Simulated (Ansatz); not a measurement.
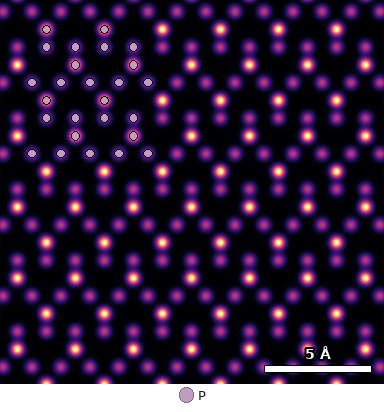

Z-contrast image of P (Pm-3n, No. 223) along [211]. The image is simulated as a sum over atoms of Z^1.7, blurred by a 0.50 Å probe (no channelling). Structure: the geometry given to an electronic-structure calculation, possibly off equilibrium; the starting structure was generated, so it need not be a known form of this composition.

Coloured dots in one corner mark the columns of the model.

Interpret the image.

The columns repeat on a rectangular net of 2.78 × 3.41 Å (plane group p2mg). The brightest columns hold 2 P per repeat; in falling brightness follow 1 P (about 50 %). Brightness is counted from the darkest point of the image. The closest visible columns (P and P) are 0.85 Å apart in projection. Along the beam the structure repeats every 11.81 Å.

```
column  atoms along the beam per repeat  peak brightness
     P                              2 P            100 %
     P                              1 P             50 %
```
